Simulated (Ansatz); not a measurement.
System: Hf$_{2}$N.

```
CELL_PARAMETERS angstrom
5.40145 0.00000 0.00000
0.00000 5.40145 0.00000
0.00000 0.00000 3.29200
ATOMIC_POSITIONS crystal
Hf 0.29635 0.29635 0.00000
Hf 0.70365 0.70365 0.00000
Hf 0.79635 0.20365 0.50000
Hf 0.20365 0.79635 0.50000
N 0.00000 0.00000 0.00000
N 0.50000 0.50000 0.50000
```

Space group P4₂/mnm; a structure from a database of computed crystals, not necessarily the ambient phase; changed on purpose from its base cell (equal strain along all axes, cell held, atoms relaxed: +2.0 %); computed pressure about −11 GPa in this cell.

Computed with DFT PBEsol, scalar-relativistic, plane waves, PAW (Ansatz).

What can the converged valence pseudo-density and electron localisation function tell about the bonding?

Hf–N (2.26 Å): ρ is about 0.52 e/Å³ halfway; the ELF peaks at about 0.80 in the valence shell of N, 0.7 Å from its nucleus, and drops to about 0.15 between the two atoms; no shared electron pair shows on this line.
Hf–Hf (3.11 Å): the density is about 0.18 e/Å³ at the midpoint; the ELF is about 0.10 at the midpoint (no shared electron pair shows on this line).
Hf–Hf (3.20 Å): ρ is about 0.18 e/Å³ halfway; the ELF is about 0.20 at the midpoint: no localised pair shows between them.

Metal or insulator at this level of theory?

It is metallic or semimetallic at this level of theory: no gap opens.

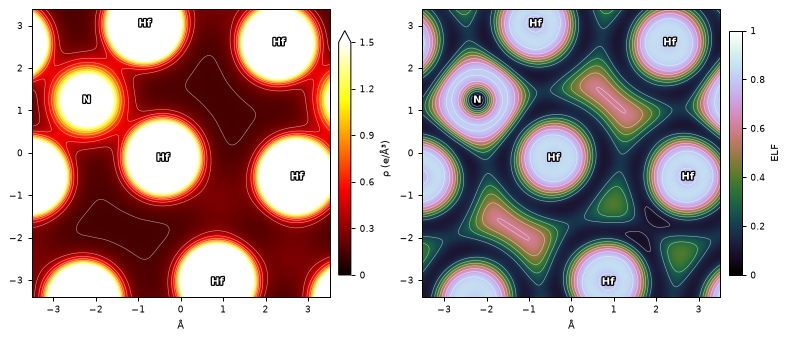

Computed valence pseudo-density and electron localisation function on the (111) plane of the conventional cell, in this order. 
